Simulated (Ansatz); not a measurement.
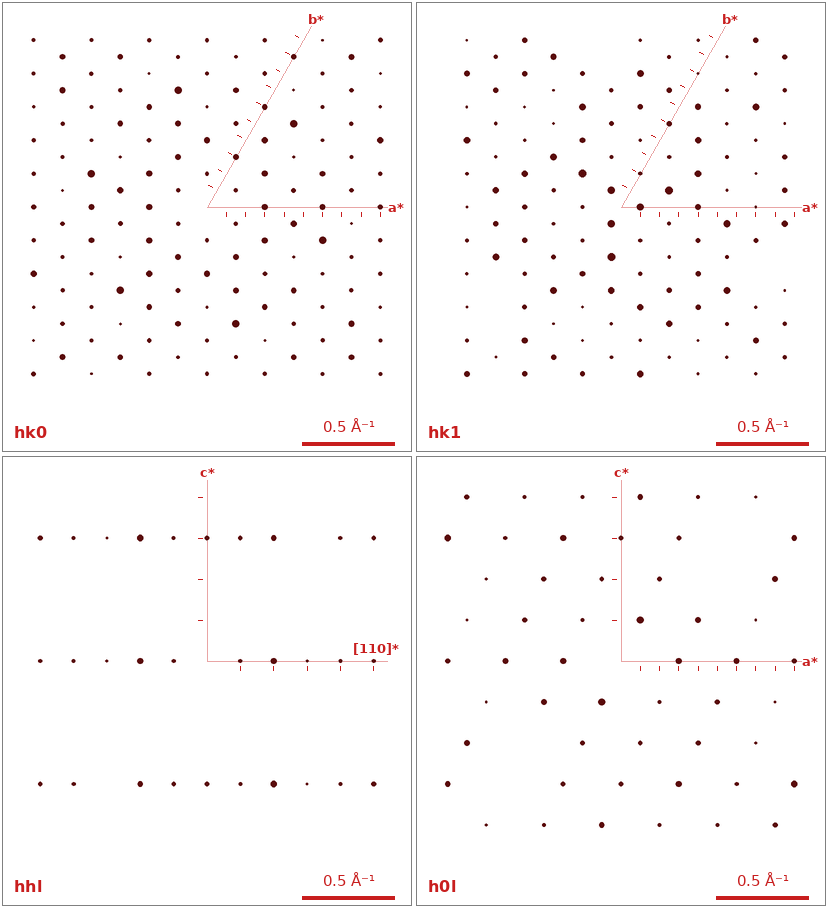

Simulated precession-type sections (X-rays; kinematic intensities, B = 0.5 Å²). The ticks mark integer indices of the conventional cell.

The compound is S. Structure: the input geometry of an electronic-structure calculation (not necessarily at equilibrium).

Q: Read the reciprocal cell and give the direct cell.

A: a* = 0.106, b* = 0.106, c* = 0.225 Å⁻¹, γ* = 60°; the cell is trigonal with a = 10.91 Å, c = 4.44 Å (hexagonal axes).

Q: Which reflection conditions do the layers show?

A: Reflections are present only under these conditions. hkl: −h + k + l = 3n; hk0: −h + k = 3n; h0l: 2h + l = 3n; hhl: l = 3n; 00l: l = 3n. The lattice is rhombohedrally centred (R). A few very weak reflections are below the display threshold.

Q: Which space groups fit?

A: The intensities have Laue symmetry -3 (the hk0 layer shows 6, hk1 shows 3). With these conditions the candidates are R3 (No. 146), R-3 (No. 148). Diffraction geometry alone does not choose among them; the structure has R-3.
